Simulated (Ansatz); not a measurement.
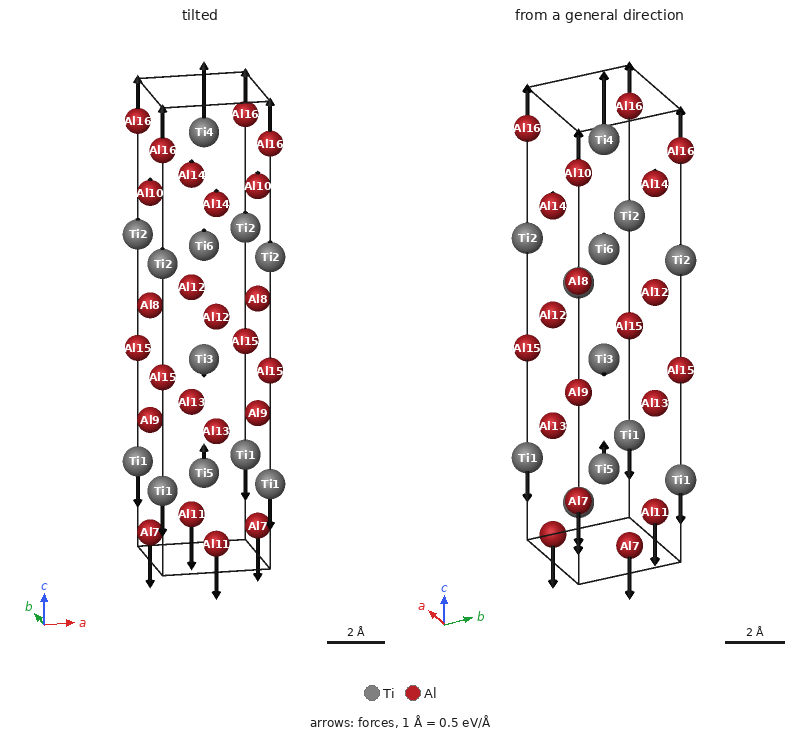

Structure drawing (spheres-only), viewed slightly off an axis and from a general direction. Thin lines show the simulation cell, with boundary atoms drawn in all their periodic places. The arrows are the computed forces on the atoms.

System: Ti$_{3}$Al$_{5}$. Computed with Ansatz, DFT PBEsol, scalar-relativistic, plane waves, PAW. Settings: a kinetic-energy cutoff of 420 eV, k-points on a 10×10×3 grid, Gaussian smearing of 0.15 eV, no spin polarisation.

Could this be the end point of a relaxation?

No. The atoms still feel forces of up to about 1 eV/Å, far above a usual threshold of 0.01 to 0.03 eV/Å.

Identify the atom with the maximum force.

Ti4, about 1 eV/Å.

Its origin is a structure listed in the Materials Project. The cell was then strained or its atoms displaced on purpose. A calculation with Ansatz used it as input.
